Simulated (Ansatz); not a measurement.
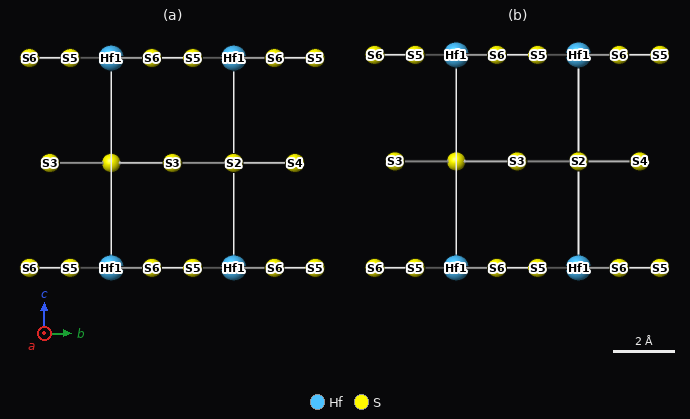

The structure of crystalline HfS₅ (a generated structure, set up in P6/mmm) before (left) and after (right) a relaxation, at one scale.

The picture is a ball-and-stick view of the cell of the calculation, seen along the a axis.

The calculation used Ansatz, DFT PBE, scalar-relativistic, plane waves, PAW.

The input:
```yaml
crystal:
  lattice:
    - [4.6508123972, 0.0, 0.0]
    - [-2.3254061986, 4.0277216842, 0.0]
    - [0.0, 0.0, 6.8974861716]
  atoms:
    - { symbol: Hf, position: [0.0, 0.0, 0.0] }
    - { symbol: S, position: [0.5, 0.0, 0.5] }
    - { symbol: S, position: [0.5, 0.5, 0.5] }
    - { symbol: S, position: [0.0, 0.5, 0.5] }
    - { symbol: S, position: [0.3333333333, 0.6666666667, 0.0] }
    - { symbol: S, position: [0.6666666667, 0.3333333333, 0.0] }
basis:
  ecutwfc: 420
kpoints:
  mp_grid: { grid: [12, 12, 6] }
hamiltonian:
  xc: pbe
scf:
  occupations: { method: gaussian, width: 0.1 }
output:
  forces: true
  stress: true
  eigenvalues: true
  write_density: true
  write_potential: true
  elf: true
  volumetric_format: npy
relax:
  adjacent_minimum: "off"
  f_tol: 0.01
  max_steps: 80
  cell: { stress_tol: 0.05 }
```

Run as
```bash
ansatz run input.yaml --threads 1 --pin off --max-ram 2560MiB --backend cpu --events-out ev --progress --plain --runs-dir out
```

Q: What changed between the two?

A: No atom moves by more than 0.005 Å relative to the cell. The drawn cell changes as follows: a = b 4.651 → 4.642 Å (−0.2 %), c 6.897 → 7.001 Å (+1.5 %); the volume changes by +1.1 %. Some distances before and after: Hf1–S5 2.685 → 2.680 Å, S2–S3 2.325 → 2.321 Å. The space group stays P6/mmm (No. 191). After 2 accepted moves (3 points after the start) the energy has fallen by 0.6 meV per atom. All forces vanish by symmetry, so only the cell relaxes. Pressure: −0.28 GPa at the start and 0.00 GPa at the end. The SCF was repeated once at an unchanged geometry on a basis and grid sized afresh for the cell, which shifted the energy by less than 0.05 meV per atom at most.

Limits of the set-up: layers or molecules are held without a dispersion correction, so their spacing is unreliable.
